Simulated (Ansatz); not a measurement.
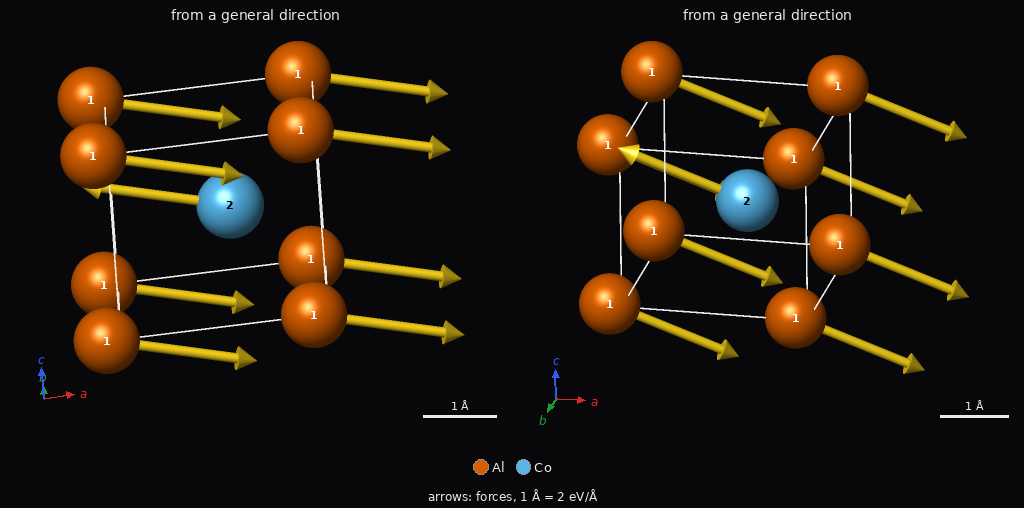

A spheres-only rendering, viewed from two general directions. The simulation cell is outlined; an atom on or near a face, edge or corner is repeated at each equivalent position. The arrows are the computed forces on the atoms.

System: AlCo. The calculation used DFT PBEsol, scalar-relativistic, plane waves, PAW (Ansatz 0.2.0), with plane waves up to 420 eV, a 12×12×12 grid in reciprocal space, Gaussian smearing of 0.15 eV, no spin polarisation (a spin-restricted run, not always the ground state).

Do the forces show a relaxed structure?

Answer. No. The atoms still feel forces of up to about 3.4 eV/Å, far above a usual threshold of 0.01 to 0.03 eV/Å.

Where does the largest force act?

Answer. Al1 and Co2, about 3.4 eV/Å.

Starting structure: a structure listed in the Materials Project. The cell was then strained or its atoms displaced on purpose. A calculation with Ansatz used it as input.
